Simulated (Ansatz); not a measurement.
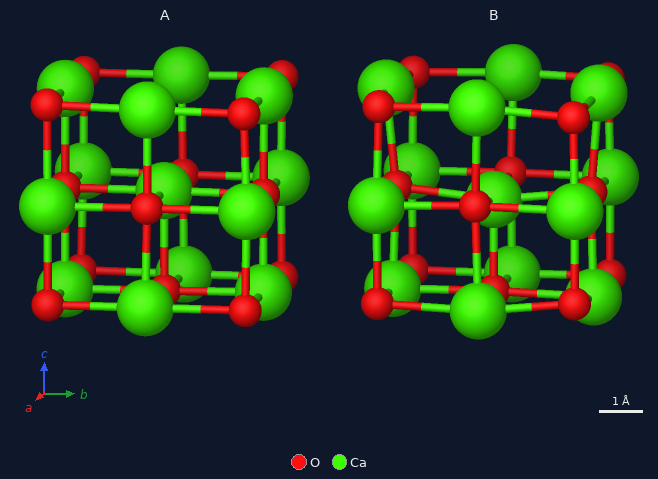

Two geometries of a defect cell of composition O31Ca31, drawn at one scale. One is the start of a relaxation, the other its converged end. The picture is a ball-and-stick view of the atoms within 4.2 Å of the atom that moves most (axes of the cell of the calculation (origin shifted)), seen slightly off an axis.

Level of theory: Ansatz 0.2.0, DFT, PBEsol, PAW, plane waves. Set-up: plane-wave cutoff 420 eV; k-point mesh 1 × 1 × 1; mesh shifted by (0.25, 0.25, 0.25); no spin polarisation; atoms relaxed in a fixed cell; force threshold 0.03 eV/Å; at most 80 steps.

**Which one is relaxed?**

Structure B is the relaxed one. The atoms of the start lie slightly off their symmetric places, so part of the fall in energy undoes that. Over 3 geometry steps the energy falls by 3.389 eV per cell of the calculation. Largest force component: 2.1 eV/Å at the start, 0.015 eV/Å at the end. A Ca atom moves most: 0.21 Å roughly along [1 0 −3]. Largest moves by element: Ca 0.21 Å, O 0.16 Å. The cell stays as it was. Some distances before and after: Ca–Ca 3.350 → 3.671 Å, Ca–Ca 3.380 → 3.662 Å, Ca–Ca 3.438 → 3.662 Å, Ca–O 2.404 → 2.200 Å. Among the angles between lasting bonds that change: O–Ca–O 179.1° → 168.1°, O–Ca–O 178.5° → 168.1°, O–Ca–O 89.5° → 96.3°. Cost: 3.4 s on 1 × NVIDIA GB200 with 8 threads of Arm Neoverse-V2, peak memory 1.8 GiB.
